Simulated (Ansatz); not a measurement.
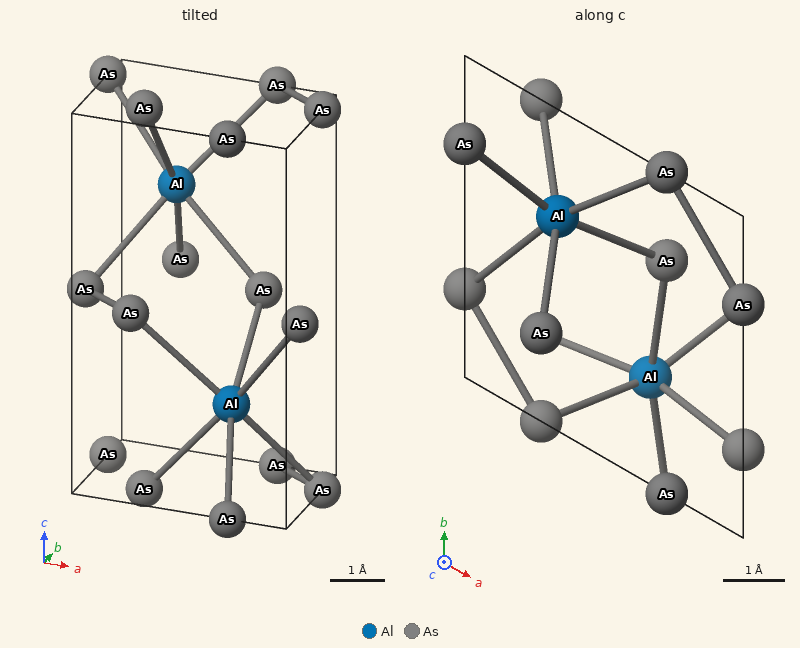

Shown here is a ball-and-stick view of the crystal, taken slightly off an axis and along the c axis. Atoms at the boundary of the conventional unit cell (the box) are drawn once for each face, edge or corner they touch. Cell: a = 5.28 Å, b = 5.28 Å, c = 7.28 Å, α = 90.00°, β = 90.00°, γ = 120.00°.

Provenance: a structure type filled with these elements by a generator (whether the compound takes this form wasn't checked). Earlier steps of the study, as a rule a relaxation of our own, may have changed the cell and positions, so they can lie some per cent off the listed ones. A calculation with Ansatz used it as input.

Summary of the structure:

This is AlAs$_{3}$. Space group P6_322 (No. 182), lattice primitive hexagonal. Atoms per cell: 8 (2 Al, 6 As). The Al atoms are each bonded to six As in a distorted octahedral arrangement at about 2.7 Å. Each As atom has two Al and two As (about 2.7 Å to Al, 2.5 Å to As) around it. The bonds build a three-dimensional framework.

Level of theory and settings: DFT PBE, scalar-relativistic, plane waves, PAW (Ansatz), a basis cut at 420 eV, 12×12×6 k-points, Gaussian smearing of 0.1 eV, no spin polarisation.

Is the electronic structure metallic or gapped?

A metal: bands cross the Fermi level.

List the Bader charges.

Al +1.65 e; As -0.55 e.

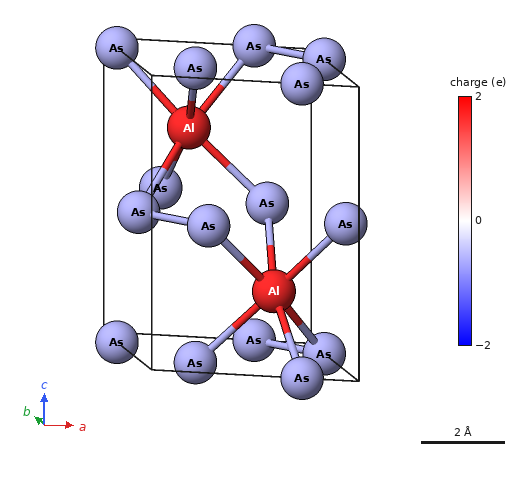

The atoms coloured by those charges. The run's cell of 8 atoms is drawn.

Is this an equilibrium geometry for the method given?

Yes. All forces vanish to within 0.01 eV/Å. The pressure is 0.0 GPa, close to zero.
